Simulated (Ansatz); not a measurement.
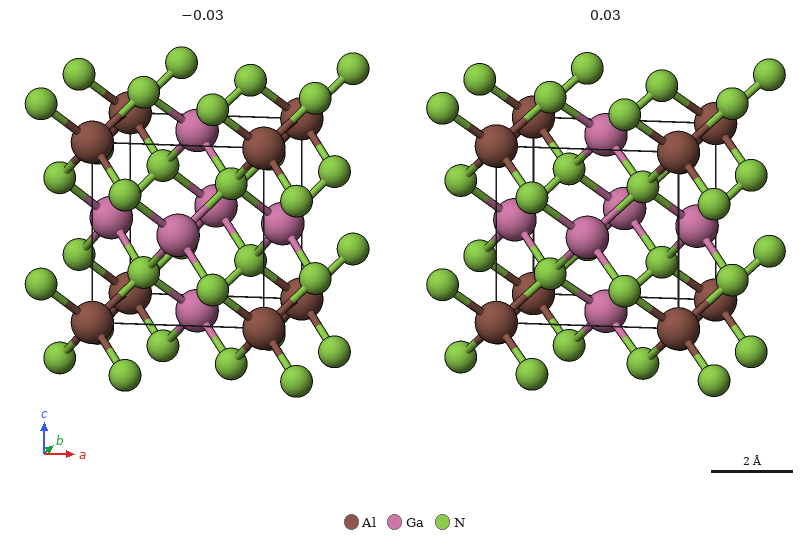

Crystalline AlGa$_{3}$N$_{4}$ (set up in P-43m), under uniaxial strain along a (b, c and atoms relaxed), with energies (extrapolated to zero smearing) counted from the relaxed crystal, which is the row at zero. The picture shows the first and the last member. A ball-and-stick model of the cell of the calculation, seen slightly off an axis.

Computed with Ansatz 0.2.0: DFT PBEsol, scalar-relativistic, plane waves, PAW. (plane-wave cutoff 420 eV; k-point mesh 6 × 6 × 6; occupations gaussian; smearing width 0.02 eV; no spin polarisation; force threshold 0.008 eV/Å)

```csv
strain,energy (meV/atom),a (Å),b (Å),band gap (eV)
−0.03,5.05,4.334,4.517,2.23
−0.015,1.34,4.401,4.492,2.26
0.0,0.00,4.468,4.468,2.29
0.015,?,?,?,?
0.03,5.54,4.602,4.422,2.16
```

**One row is withheld. What does the calculation give there?**

A parabola through three neighbouring rows (−0.015, 0.0, 0.03) gives, with Lagrange weights, (−0.3333)(1.34) + (1.0000)(0.00) + (0.3333)(5.54) = 1.40 meV/atom. The calculation gives 1.38 meV/atom (a = 4.535 Å, b = 4.444 Å). The estimate is 0.02 meV/atom too high. For the gap a parabola through the rows −0.015, 0.0, 0.03 gives 2.26 eV, and the calculation 2.23 eV (semilocal gaps, lower than measured ones as a rule). From the first member to the last: Al–N 1.891 → 1.902 Å, Ga–N 1.943 → 1.954 Å.

The whole series:

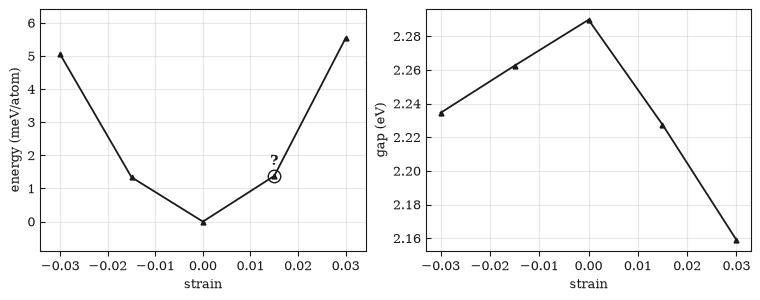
